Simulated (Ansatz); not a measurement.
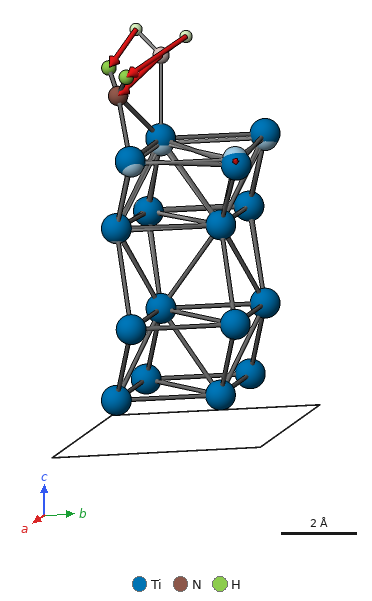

This is a constrained relaxation of a slab of composition Ti16H2N (cut from the P6_3/mmc phase). The starting structure is drawn faded, the final one solid; red arrows show the displacements, at their true length.

The picture is a ball-and-stick view of the cell of the calculation, outlined in the plane, without the vacuum (origin shifted), seen slightly off an axis.

Case: 1 NH2 a cell, anchor, over a top Ti site. The slab is the (0 0 1) face of Ti with NH2 on it. 8 atoms are held fixed.

Theory: DFT PBE+D3(BJ), scalar-relativistic, plane waves, PAW (Ansatz 0.2.0). Set-up: plane-wave cutoff 420 eV; k-point mesh 4 × 4 × 1; occupations gaussian; smearing width 0.1 eV; collinear spin; dipole correction; atoms relaxed in a fixed cell; force threshold 0.04 eV/Å; at most 100 steps.

What happened in the run?

Over 26 accepted moves (28 points after the start) the energy falls by 1.933 eV per cell of the calculation. Largest force component: 3 eV/Å at the start, 0.019 eV/Å at the end. The line search rejected the trial steps at points 4, 24 of the run. The forces were under the threshold at step 18, but the run went on from there. The atom that moves furthest is an H atom (2.35 Å at 70° to the normal (−c side)). By element the largest moves are H 2.35 Å, N 1.88 Å, Ti 0.18 Å. The lattice vectors keep their values. Some distances before and after: N–Ti 3.767 → 2.138 Å, N–Ti 3.767 → 2.259 Å, N–Ti 2.420 → 2.225 Å, Ti–Ti 2.886 → 3.017 Å. New bonds form, among them: N–Ti (3.77 → 2.14 Å), N–Ti (3.77 → 2.26 Å). Bond angles that change, for instance: Ti–N–H 127.0° → 93.6°, Ti–N–H 127.0° → 136.1°. The program noted that the starting moments weren't kept. The run may lie on a higher electronic state than the lowest, so the end point isn't shown to be the ground-state structure.

Limits of the set-up: the periodic images lie only 5.8 Å apart, so the values are limited by the cell's size.
